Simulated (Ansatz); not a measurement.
```cif
data_structure
_symmetry_space_group_name_H-M 'P 1'
_symmetry_Int_Tables_number 1
_cell_length_a 3.2522
_cell_length_b 3.2522
_cell_length_c 3.2522
_cell_angle_alpha 90.000
_cell_angle_beta 90.000
_cell_angle_gamma 90.000
_cell_volume 34.40
loop_
_atom_site_label
_atom_site_type_symbol
_atom_site_fract_x
_atom_site_fract_y
_atom_site_fract_z
_atom_site_occupancy
Bi1 Bi 0.00000 0.00000 0.00000 1
```

Space group Pm-3m; set up as Bi, simple cubic; a generated structure, not necessarily the stable one.

These are results of Ansatz, DFT, r2SCAN, plane waves (500 eV) with PAW, fully relativistic with spin-orbit coupling, not measurements.

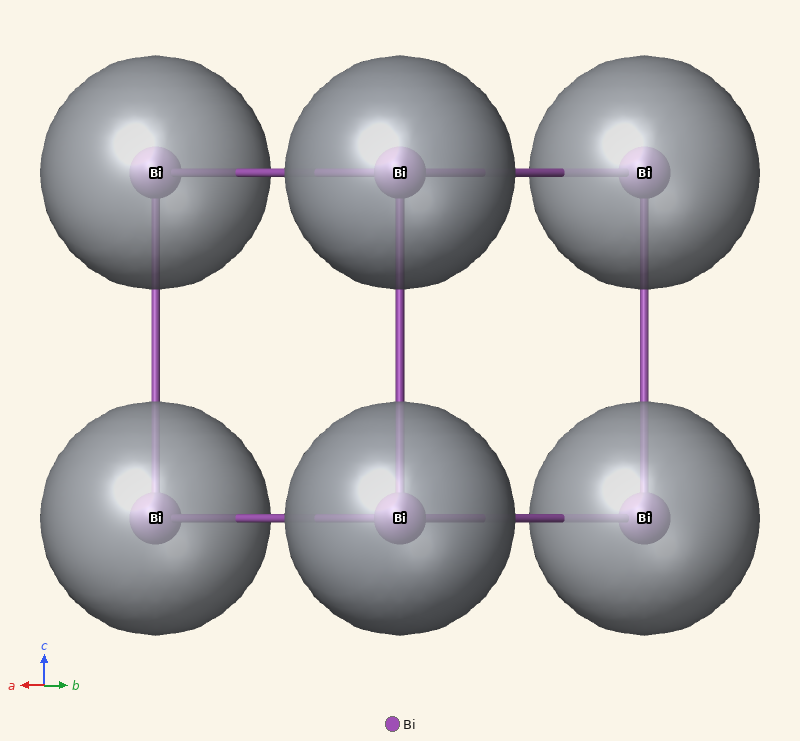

Bi. Isosurface of the valence pseudo-density at 0.5 e/Å³ (grey), seen along [110]. Sticks mark near contacts.

Which contacts does the surface bridge?

At this value the density breaks into separate islands; it holds about 75 % of the electrons treated as valence (semicore included). It bridges none of the near contacts. It is pinched off along the shortest Bi–Bi (3.25 Å) contacts. On the grid the lowest density along these lines, outside the cores, is 0.21 e/Å³ (Bi–Bi, 3.25 Å).
